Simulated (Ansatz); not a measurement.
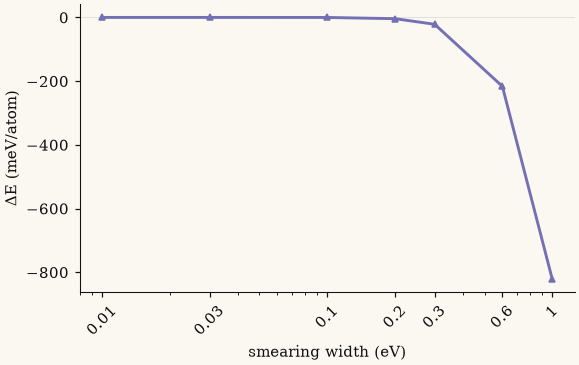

One cell, run at 7 values of the smearing width.
The run: Te (P3_121, 3 atoms in the cell), by Ansatz, DFT, r2SCAN, plane waves (500 eV) with PAW, scalar-relativistic; 8×8×6 k-mesh, Fermi–Dirac smearing.
ΔE is the free energy less its value at the smallest setting, 0.01 eV.
Dashed lines or grey bands mark the tolerance: 1 meV/atom.

Question: From which setting is the free energy converged to 1 meV/atom?

Answer: The free energy is within 1 meV/atom of the smallest setting's value from 0.1 eV down. It is off by −820 meV/atom at 1 eV, −21 meV/atom at 0.3 eV and −3.9 meV/atom at 0.2 eV. The free energy falls with the width because it holds the −TS term of the fractional occupations.
